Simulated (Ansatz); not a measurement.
**SiC3: from a guess to a relaxed structure**

The task: take a trial cell of SiC3 to zero force and stress.

Computed with Ansatz 0.2.0 (DFT PBE, scalar-relativistic, plane waves, PAW, unless a step's input says otherwise).

## Step 1: The structure to begin with

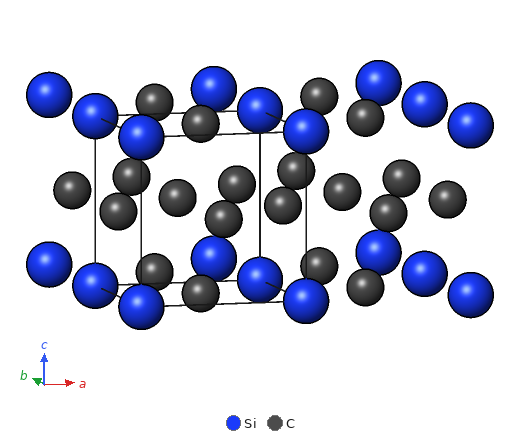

Start, viewed slightly off an axis; silicon blue, carbon dark grey. 2×2×1 cells are drawn. Atoms on the faces are drawn again on the opposite ones.

Structure file:

```
Si C
1.0
     3.74192    0.00000    0.00000
     0.00000    3.74192    0.00000
     0.00000    0.00000    3.74192
Si C
1 3
Direct
  0.00000 0.00000 0.00000
  0.00000 0.50000 0.50000
  0.50000 0.00000 0.50000
  0.50000 0.50000 0.00000
```

The cell is invented: species swapped into a database cell of TaOs3 (Pm-3m, No. 221), with Si on the Ta sites and C on the Os sites. Its size is a rough estimate.

## Step 2: A first look at the guess

input.yaml reads:

```yaml
crystal:
  lattice:
    - [3.74191828, 0.0, 0.0]
    - [0.0, 3.74191828, 0.0]
    - [0.0, 0.0, 3.74191828]
  atoms:
    - { symbol: Si, position: [0.0, 0.0, 0.0] }
    - { symbol: C, position: [0.0, 0.5, 0.5] }
    - { symbol: C, position: [0.5, 0.0, 0.5] }
    - { symbol: C, position: [0.5, 0.5, 0.0] }
basis:
  ecutwfc: 420
kpoints:
  mp_grid: { grid: [4, 4, 4] }
hamiltonian:
  xc: pbe
scf:
  occupations: { method: gaussian, width: 0.1 }
  lower_state_search: "off"
output:
  forces: true
  stress: true
  eigenvalues: true
```

Launch:

```
ansatz run input.yaml --threads 1 --pin off --max-ram 2048MiB --backend cpu --events-out ev --progress --plain --runs-dir out
```

What it wrote (excerpt; [...] marks lines left out):

```text
Warning: RAYON_NUM_THREADS=1 ignored (pool sized by the plan → 1); use --threads N
[...]
Pseudopotentials: kind: paw
Pseudopotential: Si, paw, valence charge 4, recommended cutoff 420 eV (normal), Si.paw.azcp
Pseudopotential: C, paw, valence charge 4, recommended cutoff 420 eV (normal), C.paw.azcp
Functional definition: PBE
[...]
Crystal: 4 atoms, lattice volume = 52.394 Å³
Basis set: ecut = 420 eV, 1021 PW (Γ), exchange–correlation on 54×54×54 points (8 copies of the dense FFT grid, shifted against one another)
Bands: 12, of which v1, the nominal top of the filled ones, is band 8 counted from 1 (7 counted from 0)
Symmetry: 48 space group operations
Space group: Pm-3m (ITA 221), of the structure as read, at distance tolerance 3.7e-5 Å
k-points: 10 of 64
[...]
SCF iter   1: F=—  HF=-1373.557461 eV  |F-HF|=—  |Δ(HF+E_count)|=         —  Δρ=8.34e-3  dr2=8.78e-2  ethr=1.77e-3  ⟨swp⟩=5.6  Hψ=671  notcnv=0
[...]
SCF iter   6: F=-1373.532904 eV  HF=-1373.532904 eV  |F-HF|=5.49e-10  |Δ(HF+E_count)|=   1.15e-8  Δρ=1.41e-6  dr2=5.57e-10  ethr=2.26e-10  ⟨swp⟩=2.1  Hψ=409  notcnv=0
[...]
SCF converged after 6 iterations
Free energy (F): -1373.532904 eV
[...]
E sigma→0 (E₀):  -1373.520602 eV
Entropy (-TS):   -0.024602 eV (-6.151 meV/atom)
Fermi energy:    5.610816 eV
[...]
--- Forces (eV/Å), atoms counted from 1 ---
  atom   1  Si    -0.00000000     0.00000000    -0.00000000
  atom   2  C      0.00000000    -0.00000000    -0.00000000
  atom   3  C      0.00000000    -0.00000000     0.00000000
  atom   4  C      0.00000000    -0.00000000     0.00000000
[...]
--- Stress (GPa, compression-positive) ---
      -25.758636       0.000000       0.000000
        0.000000     -25.758636       0.000000
        0.000000      -0.000000     -25.758636
  P = ⅓ Tr σ = -25.7586 GPa (-257.586 kbar)
--- Band table (eV; the first three rows and the last of 10) ---
  k-point 0: bands = ["-7.9722", "-1.5670", "-1.5670", "1.6543", "1.6543", "1.6543", "2.4005", "6.5271", "6.5271", "6.5271", "7.9031", "7.9031"]
[...]
```

Run time: 1.2 s. Hardware: 1 thread of Arm Neoverse V1, shared host; peak memory 0.26 GiB.

Read-out: pressure -25.8 GPa, largest force 0.00 eV/Å, gap on this mesh none (metal). A guess like this is first relaxed loosely on the coarse mesh.

## Step 3: Coarse relaxation

Edit input.yaml of step 2 so:

```diff
@@ -23 +23,6 @@
   eigenvalues: true
+relax:
+  adjacent_minimum: "off"
+  f_tol: 0.04
+  max_steps: 70
+  cell: { stress_tol: 0.4 }
```

Launch:

```
ansatz run input.yaml --threads 1 --pin off --max-ram 2048MiB --backend cpu --events-out ev --progress --plain --runs-dir out
```

What it wrote:

```text
Warning: RAYON_NUM_THREADS=1 ignored (pool sized by the plan → 1); use --threads N
Engine: ansatz 0.2.0, aarch64-unknown-linux-gnu
[... 4 set-up lines as earlier in the session ...]
  parameter kappa = 0.804
  parameter beta = 0.06672455060314922
  exchange = pbe_x(kappa = kappa, mu = beta*pi^2/3)
  correlation = pbe_c(beta = beta)
Crystal: 4 atoms, lattice volume = 52.394 Å³
Basis set: ecut = 420 eV, 1021 PW (Γ), exchange–correlation on 54×54×54 points (8 copies of the dense FFT grid, shifted against one another)
Bands: 12, of which v1, the nominal top of the filled ones, is band 8 counted from 1 (7 counted from 0)
[... 2 set-up lines as earlier in the session ...]
k-points: 10 of 64
Non-local potential: Si, projectors of the file, l = 0: 2, l = 1: 2, l = 2: 2
Non-local potential: C, projectors of the file, l = 0: 2, l = 1: 2, l = 2: 1
PAW form: soft (Blöchl's): semilocal exchange-correlation on the pseudo side does not see the compensation charge
PAW one-centre angular grid: Si, 110 points (default); XC on 64 Gauss nodes
PAW one-centre angular grid: C, 110 points (default); XC on 64 Gauss nodes
Initial density: superposition of atomic densities (neutral atoms: chi_scale 0, normalization atom), corrected by the library's trained network
Initial wavefunctions: pseudopotential atomic-orbital guess
Functional: x = pbe(κ = 0.804, μ = 0.2195149727645171), c = pbe(β = 0.06672455060314922)
SCF iter   1: F=—  HF=-1373.557461 eV  |F-HF|=—  |Δ(HF+E_count)|=         —  Δρ=8.34e-3  dr2=8.78e-2  ethr=1.77e-3  ⟨swp⟩=5.6  Hψ=671  notcnv=0
preconditioner: auto → none  [insulator: Δε(μ)=0.523 eV  Ē_g=6.965 eV  σ=0.100 eV  W_gap=0.60  n_scr=6 (ndim 8)  ℏωp=20.5 eV  f_vac=0.000  D(μ)=5.00/eV (n_scr^D=80)  ε∞_Penn≈9.7]
SCF iter   2: F=—  HF=-1373.533246 eV  |F-HF|=—  |Δ(HF+E_count)|=   2.42e-2  Δρ=2.76e-3  dr2=3.09e-3  ethr=5.49e-4  ⟨swp⟩=2.2  Hψ=246  notcnv=0
SCF iter   3: F=—  HF=-1373.532793 eV  |F-HF|=—  |Δ(HF+E_count)|=   4.53e-4  Δρ=1.03e-3  dr2=3.59e-4  ethr=1.93e-5  ⟨swp⟩=2.7  Hψ=195  notcnv=0
SCF iter   4: F=—  HF=-1373.532883 eV  |F-HF|=—  |Δ(HF+E_count)|=   8.95e-5  Δρ=1.53e-4  dr2=6.38e-6  ethr=2.24e-6  ⟨swp⟩=2.7  Hψ=202  notcnv=0
SCF iter   5: F=—  HF=-1373.532904 eV  |F-HF|=—  |Δ(HF+E_count)|=   2.10e-5  Δρ=7.70e-6  dr2=3.61e-8  ethr=3.99e-8  ⟨swp⟩=2.3  Hψ=191  notcnv=0
SCF iter   6: F=-1373.532904 eV  HF=-1373.532904 eV  |F-HF|=5.49e-10  |Δ(HF+E_count)|=   1.15e-8  Δρ=1.41e-6  dr2=5.57e-10  ethr=2.26e-10  ⟨swp⟩=2.1  Hψ=409  notcnv=0
SCF 1 converged in 6 iterations: F = -1373.532904 eV  dr2 = 5.57e-10
relax step   1: F+E_penalty+E_count = -1373.53290368 eV  Δ(F+E_penalty+E_count) = +0.000e0 eV  max|allowed force component| = 4.166e-30 eV/Å  Δτ_max = 0.0000 Å  P = -25.759 GPa  Ω = 52.394 Å³  (6 SCF iters, dr2 threshold 1.00e-7 eV, accepted)
Crystal: 4 atoms, lattice volume = 45.099 Å³
Basis set: ecut = 420 eV, 895 PW (Γ), exchange–correlation on 54×54×54 points (8 copies of the dense FFT grid, shifted against one another)
Initial density: handed on by an earlier stage of this run
Initial wavefunctions: those handed on with the density
iter 1 solved again at ethr=4.73e-4 eV; its pass at ethr=3.10e-3 eV (dr2=7.57e-2 eV) is discarded
SCF iter   1: F=—  HF=-1374.676773 eV  |F-HF|=—  |Δ(HF+E_count)|=         —  Δρ=1.37e-2  dr2=7.54e-2  ethr=4.73e-4  ⟨swp⟩=1.0  Hψ=923  notcnv=0
preconditioner: auto → none  [metal: Δε(μ)=0.057 eV  Ē_g=7.545 eV  σ=0.100 eV  W_gap=0.30  n_scr=6 (ndim 8)  ℏωp=22.1 eV  f_vac=0.000  D(μ)=6.74/eV (n_scr^D=92)]
SCF iter   2: F=—  HF=-1374.658414 eV  |F-HF|=—  |Δ(HF+E_count)|=   1.84e-2  Δρ=3.55e-3  dr2=6.41e-3  ethr=4.72e-4  ⟨swp⟩=1.6  Hψ=152  notcnv=0
SCF iter   3: F=—  HF=-1374.657150 eV  |F-HF|=—  |Δ(HF+E_count)|=   1.26e-3  Δρ=4.74e-4  dr2=5.63e-5  ethr=4.00e-5  ⟨swp⟩=2.5  Hψ=192  notcnv=0
SCF iter   4: F=—  HF=-1374.657177 eV  |F-HF|=—  |Δ(HF+E_count)|=   2.65e-5  Δρ=9.79e-5  dr2=2.35e-6  ethr=3.52e-7  ⟨swp⟩=2.2  Hψ=202  notcnv=0
iter 5 did not close the SCF: its close was put off for the readings that it lacked (scf_convergence_deferred on its scf_iter line)
SCF iter   5: F=-1374.657178 eV  HF=-1374.657178 eV  |F-HF|=2.73e-9  |Δ(HF+E_count)|=   1.45e-6  Δρ=6.58e-6  dr2=1.20e-8  ethr=1.47e-8  ⟨swp⟩=3.0  Hψ=222  notcnv=0
SCF iter   6: F=-1374.657178 eV  HF=-1374.657178 eV  |F-HF|=1.98e-11  |Δ(HF+E_count)|=   1.15e-9  Δρ=2.88e-7  dr2=3.80e-11  ethr=7.52e-11  ⟨swp⟩=1.4  Hψ=372  notcnv=0
SCF 2 converged in 6 iterations: F = -1374.657178 eV  dr2 = 3.80e-11
relax step   2: F+E_penalty+E_count = -1374.65717831 eV  Δ(F+E_penalty+E_count) = -1.124e0 eV  max|allowed force component| = 7.765e-31 eV/Å  Δτ_max = 0.0000 Å  P = -25.699 GPa  Ω = 45.099 Å³  energy of the carried Pulay correction = +1.191e-2 eV  (6 SCF iters, dr2 threshold 4.00e-7 eV, accepted)
Crystal: 4 atoms, lattice volume = 38.515 Å³
Basis set: ecut = 420 eV, 739 PW (Γ), exchange–correlation on 54×54×54 points (8 copies of the dense FFT grid, shifted against one another)
iter 1 solved again at ethr=6.62e-4 eV; its pass at ethr=3.10e-3 eV (dr2=1.06e-1 eV) is discarded
SCF iter   1: F=—  HF=-1375.732568 eV  |F-HF|=—  |Δ(HF+E_count)|=         —  Δρ=1.67e-2  dr2=1.05e-1  ethr=6.62e-4  ⟨swp⟩=1.0  Hψ=885  notcnv=0
preconditioner: auto → none  [insulator: Δε(μ)=0.304 eV  Ē_g=8.364 eV  σ=0.100 eV  W_gap=0.59  n_scr=6 (ndim 8)  ℏωp=23.9 eV  f_vac=0.000  D(μ)=2.94/eV (n_scr^D=26)  ε∞_Penn≈9.2]
SCF iter   2: F=—  HF=-1375.705493 eV  |F-HF|=—  |Δ(HF+E_count)|=   2.71e-2  Δρ=4.94e-3  dr2=7.61e-3  ethr=6.58e-4  ⟨swp⟩=2.6  Hψ=194  notcnv=0
SCF iter   3: F=—  HF=-1375.703545 eV  |F-HF|=—  |Δ(HF+E_count)|=   1.95e-3  Δρ=6.43e-4  dr2=9.42e-5  ethr=4.76e-5  ⟨swp⟩=2.3  Hψ=200  notcnv=0
SCF iter   4: F=—  HF=-1375.703564 eV  |F-HF|=—  |Δ(HF+E_count)|=   1.93e-5  Δρ=1.23e-4  dr2=3.01e-6  ethr=5.89e-7  ⟨swp⟩=1.9  Hψ=184  notcnv=0
iter 5 did not close the SCF: its close was put off for the readings that it lacked (scf_convergence_deferred on its scf_iter line)
SCF iter   5: F=-1375.703566 eV  HF=-1375.703566 eV  |F-HF|=3.34e-9  |Δ(HF+E_count)|=   2.25e-6  Δρ=5.29e-6  dr2=3.80e-9  ethr=1.88e-8  ⟨swp⟩=2.1  Hψ=202  notcnv=0
SCF iter   6: F=-1375.703566 eV  HF=-1375.703566 eV  |F-HF|=2.84e-11  |Δ(HF+E_count)|=   4.20e-9  Δρ=5.61e-7  dr2=3.36e-11  ethr=2.38e-11  ⟨swp⟩=1.1  Hψ=368  notcnv=0
SCF 3 converged in 6 iterations: F = -1375.703566 eV  dr2 = 3.36e-11
relax step   3: F+E_penalty+E_count = -1375.70356632 eV  Δ(F+E_penalty+E_count) = -1.046e0 eV  max|allowed force component| = 1.413e-30 eV/Å  Δτ_max = 0.0000 Å  P = -20.878 GPa  Ω = 38.515 Å³  energy of the carried Pulay correction = +2.431e-2 eV  (6 SCF iters, dr2 threshold 4.00e-7 eV, accepted)
[... 12 lines left out ...]
relax step   4: F+E_penalty+E_count = -1376.18777249 eV  Δ(F+E_penalty+E_count) = -4.842e-1 eV  max|allowed force component| = 5.325e-30 eV/Å  Δτ_max = 0.0000 Å  P = -1.076 GPa  Ω = 32.604 Å³  energy of the carried Pulay correction = +3.708e-2 eV  (6 SCF iters, dr2 threshold 4.00e-7 eV, accepted)
[... 12 lines left out ...]
relax step   5: F+E_penalty+E_count = -1376.18889148 eV  Δ(F+E_penalty+E_count) = -1.119e-3 eV  max|allowed force component| = 2.071e-30 eV/Å  Δτ_max = 0.0000 Å  P = -0.167 GPa  Ω = 32.424 Å³  energy of the carried Pulay correction = +3.749e-2 eV  (6 SCF iters, dr2 threshold 4.00e-7 eV, accepted)
[... 12 lines left out ...]
relax step   6: F+E_penalty+E_count = -1376.18122277 eV  Δ(F+E_penalty+E_count) = +7.669e-3 eV  max|allowed force component| = 2.925e-30 eV/Å  Δτ_max = 0.0000 Å  P = -0.548 GPa  Ω = 32.424 Å³  stress off target by 5.48e-1 GPa  SCF on the basis re-selected at this cell (its energy is not comparable with the rows above)  (6 SCF iters)
[... 14 lines left out ...]
relax step   7: F+E_penalty+E_count = -1376.18165223 eV  Δ(F+E_penalty+E_count) = -4.295e-4 eV  max|allowed force component| = 4.437e-31 eV/Å  Δτ_max = 0.0000 Å  P = -0.024 GPa  Ω = 32.324 Å³  energy of the carried Pulay correction = +2.507e-4 eV  (6 SCF iters, dr2 threshold 4.00e-7 eV, accepted)
iter 1 solved again at ethr=5.04e-8 eV; its pass at ethr=3.10e-3 eV (dr2=8.06e-6 eV) is discarded
SCF iter   1: F=—  HF=-1376.181378 eV  |F-HF|=—  |Δ(HF+E_count)|=         —  Δρ=1.98e-5  dr2=2.22e-8  ethr=5.04e-8  ⟨swp⟩=3.0  Hψ=1066  notcnv=0
preconditioner: auto → none  [metal: Δε(μ)=0.035 eV  Ē_g=9.575 eV  σ=0.100 eV  W_gap=0.19  n_scr=6 (ndim 8)  ℏωp=26.1 eV  f_vac=0.000  D(μ)=2.51/eV (n_scr^D=26)]
SCF iter   2: F=—  HF=-1376.181361 eV  |F-HF|=—  |Δ(HF+E_count)|=   1.66e-5  Δρ=9.61e-6  dr2=3.60e-9  ethr=1.38e-10  ⟨swp⟩=2.2  Hψ=203  notcnv=0
iter 3 did not close the SCF: its close was put off for the readings that it lacked (scf_convergence_deferred on its scf_iter line)
SCF iter   3: F=-1376.181361 eV  HF=-1376.181361 eV  |F-HF|=4.42e-10  |Δ(HF+E_count)|=   1.47e-8  Δρ=1.69e-6  dr2=1.46e-10  ethr=2.25e-11  ⟨swp⟩=2.0  Hψ=194  notcnv=0
iter 4 did not close the SCF: its close was put off for the readings that it lacked (scf_convergence_deferred on its scf_iter line)
SCF iter   4: F=-1376.181361 eV  HF=-1376.181361 eV  |F-HF|=2.73e-12  |Δ(HF+E_count)|=  4.77e-10  Δρ=1.90e-7  dr2=4.40e-12  ethr=1.00e-12  ⟨swp⟩=2.4  Hψ=198  notcnv=0
iter 5 did not close the SCF: its close was put off for the readings that it lacked (scf_convergence_deferred on its scf_iter line)
SCF iter   5: F=-1376.181361 eV  HF=-1376.181361 eV  |F-HF|=2.27e-13  |Δ(HF+E_count)|=  4.09e-12  Δρ=2.81e-8  dr2=2.20e-13  ethr=1.00e-12  ⟨swp⟩=1.0  Hψ=120  notcnv=0
iter 6 did not close the SCF: its close was put off for the readings that it lacked (scf_convergence_deferred on its scf_iter line)
SCF iter   6: F=-1376.181361 eV  HF=-1376.181361 eV  |F-HF|=4.55e-13  |Δ(HF+E_count)|=  4.55e-13  Δρ=5.37e-9  dr2=1.80e-15  ethr=1.00e-12  ⟨swp⟩=1.0  Hψ=120  notcnv=0
SCF iter   7: F=-1376.181361 eV  HF=-1376.181361 eV  |F-HF|=4.55e-13  |Δ(HF+E_count)|=  4.55e-13  Δρ=1.04e-9  dr2=5.49e-16  ethr=1.00e-12  ⟨swp⟩=1.0  Hψ=280  notcnv=0
SCF 8 converged in 7 iterations: F = -1376.181361 eV  dr2 = 5.49e-16
relax step   8: F+E_penalty+E_count = -1376.18136138 eV  Δ(F+E_penalty+E_count) = +2.908e-4 eV  max|allowed force component| = 1.134e-30 eV/Å  Δτ_max = 0.0000 Å  P = -0.036 GPa  Ω = 32.324 Å³  stress off target by 3.57e-2 GPa  SCF on the basis re-selected at this cell (its energy is not comparable with the rows above)  (7 SCF iters)
basis re-selected at this cell: Δ(F+E_penalty+E_count) = +2.908e-4 eV, ΔP = -0.012 GPa vs the last step (what re-selecting the basis moved, of the pressure what is left beyond the Pulay correction that the steps carried, after the strain that the cell walked since its last selection, with what the two solves' SCF thresholds leave and, on support functions, any second-order correction that the steps lacked; it is no measure of the basis error at this ecutwfc). This SCF's stress stands 3.57e-2 GPa from its target on what of the cell is left free (relax.cell.stress_tol is 4.00e-1 GPa) and its largest allowed force component is 1.13e-30 eV/Å (relax.f_tol is 4.00e-2 eV/Å): within both
SCF converged after 7 iterations
Free energy (F): -1376.181361 eV
Harris-Foulkes:  -1376.181361 eV  (|F-HF|=4.55e-13)
Internal energy: -1376.168804 eV  (E = F + TS)
E sigma→0 (E₀):  -1376.175083 eV
Entropy (-TS):   -0.012558 eV (-3.139 meV/atom)
Fermi energy:    12.184870 eV
--- Per-component energies (eV) ---
  E_band       = 80.105693
  E_kinetic    = 286.577711
  E_local      = -135.261978  (includes V_loc(G=0)·N_el)
  E_nonlocal   = 108.386709
  E_hartree    = 29.428525
  E_xc         = -197.308553
  E_vxc        = -222.914490  (∫ρ·V_xc dr)
  E_paw        = -804.778029  (= ΣΔE_a)
  E_vpaw       = -15.539323  (= ΣTr[D̂ρ^β])
  E_aug_tail   = 0.000013  (compensation charges beyond the density's cutoff)
  E_ewald      = -663.213203
  E_smearing   = -0.012558  (= −TS)
  E_closure    = 0.000000  (closes the sum)
  Σ components = -1376.181361   (vs F -1376.181361, Δ=0.00e0)
--- Forces (eV/Å), atoms counted from 1 ---
  atom   1  Si    -0.00000000    -0.00000000     0.00000000
  atom   2  C     -0.00000000     0.00000000     0.00000000
  atom   3  C      0.00000000     0.00000000    -0.00000000
  atom   4  C      0.00000000    -0.00000000    -0.00000000
  max |Σ_I F_I| component: 1.25e-30 eV/Å
--- Stress (GPa, compression-positive) ---
       -0.035659       0.000000       0.000000
        0.000000      -0.035659      -0.000000
        0.000000      -0.000000      -0.035659
  P = ⅓ Tr σ = -0.0357 GPa (-0.357 kbar)
--- Band table (eV; the first three rows and the last of 10) ---
  k-point 0: bands = ["-6.3243", "5.3289", "5.3289", "5.4040", "5.4040", "5.4040", "10.7810", "13.3853", "13.3853", "13.3853", "15.8228", "15.8228"]
  k-point 1: bands = ["-5.5254", "0.6751", "5.8434", "6.1664", "6.1664", "8.5506", "11.6119", "11.7284", "11.7284", "13.6640", "14.2269", "15.4800"]
  k-point 2: bands = ["-3.3521", "-2.9386", "6.6469", "7.9568", "7.9568", "8.9733", "8.9733", "9.9074", "10.0402", "12.1754", "15.8414", "15.8414"]
  k-point 9: bands = ["1.9372", "1.9372", "1.9372", "3.2913", "3.2913", "3.2913", "3.8820", "6.6088", "17.2352", "17.2352", "17.2352", "17.7062"]
--- Relaxed structure (6 steps of the walk, 6 accepted, 2 SCFs on fresh bases) ---
  F+E_penalty+E_count = -1376.18136138 eV   max|allowed force component| = 1.134e-30 eV/Å   (the final SCF, on the basis selected at the relaxed cell)
  cell:  # Å, volume = 32.3240 Å³
    - [3.1854800546539517, -5.095689644524561e-34, 1.79753461476142e-33]
    - [-2.1145105847751526e-33, 3.1854800546539517, 2.5679065925163143e-34]
    - [2.311115933264683e-33, 5.135813185032629e-34, 3.1854800546539517]
  atoms:
    - { symbol: Si, position: [7.009977942959199e-35, 5.36135980340483e-37, 1.3403399508522132e-36] }
    - { symbol: C, position: [-2.801310497281131e-35, 0.5, 0.5] }
    - { symbol: C, position: [0.5, -5.361359803405901e-37, 0.5] }
    - { symbol: C, position: [0.5, 0.5, 2.6806799017113966e-37] }
```

Wall time 5.7 s (1 thread of Arm Neoverse V1, shared host); peak memory 0.27 GiB.

Relaxation path:

```
step  energy from step 1 (eV/cell)  largest force component (eV/Å)  pressure (GPa)  volume (Å³)
   1                        0.0000                          0.0000          -25.76        52.39
   2                       -1.1243                          0.0000          -25.70        45.10
   3                       -2.1707                          0.0000          -20.88        38.51
   4                       -2.6549                          0.0000           -1.08        32.60
   5                       -2.6560                          0.0000           -0.17        32.42
   6                       -2.6483                          0.0000           -0.55        32.42
   7                       -2.6487                          0.0000           -0.02        32.32
   8                       -2.6485                          0.0000           -0.04        32.32
```

Step 1 is the start. Steps 6, 8 each repeat the geometry before them on a plane-wave basis chosen anew, so the energy can jump there without any move.

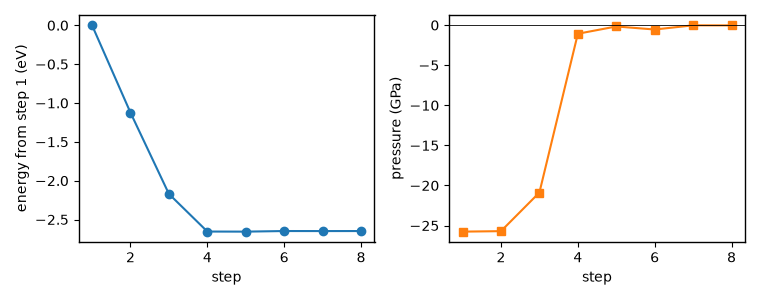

Energy and pressure along the relaxation.

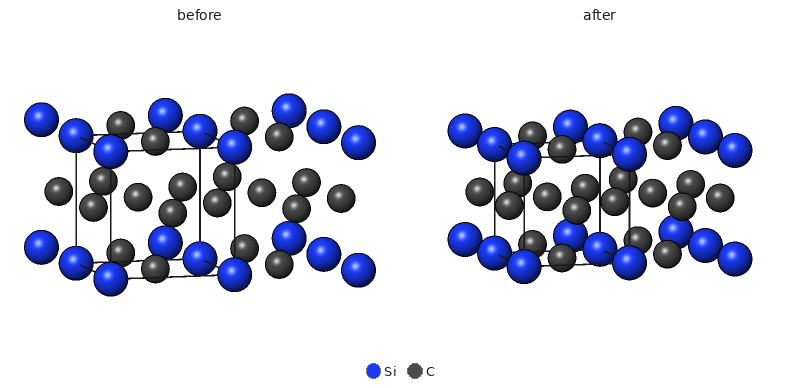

The structure before (left) and after (right) the relaxation, drawn at the same scale.

|  | before | after | change |
| --- | --- | --- | --- |
| a (Å) | 3.742 | 3.185 | -14.9 % |
| b (Å) | 3.742 | 3.185 | -14.9 % |
| c (Å) | 3.742 | 3.185 | -14.9 % |
| volume (Å³/atom) | 13.10 | 8.08 | -38.3 % |
| shortest distance (Å) | 2.646 | 2.252 | -14.9 % |
| space group (0.01 Å) | Pm-3m | Pm-3m | same |

The run keeps the 48 symmetry operations of the start, so it could not have lowered the symmetry.

[end of part 1 of 2]
